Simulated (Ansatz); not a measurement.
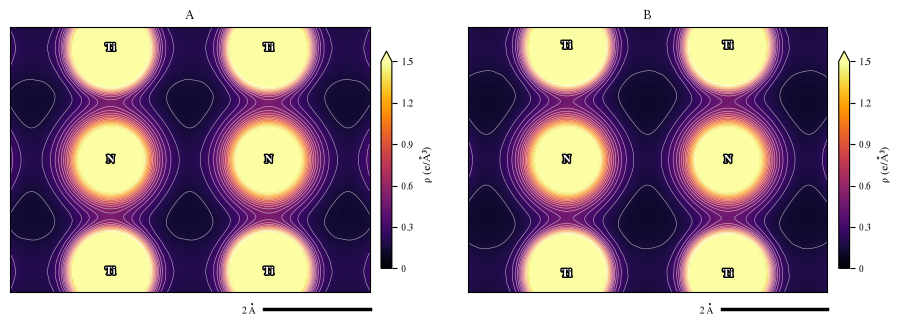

TiN. The valence charge density (pseudo) of two cells that differ in size, on the (011̄) plane of each (indices in the axes of the calculation cell), at one length scale and on one colour scale; one has 9.6 and the other 10.1 Å³ an atom.

The calculation used DFT, PBE, PAW with Ansatz's default frozen-core files, scalar-relativistic in Ansatz.

Which is the denser cell? Describe the effect of the change.

Panel A is the smaller cell, by 6 % in volume. From the larger cell to the smaller, Ti–N goes from 2.16 to 2.12 Å, and the density at its midpoint from 0.46 to 0.51 e/Å³; the pressure goes from −14 to 0.6 GPa.
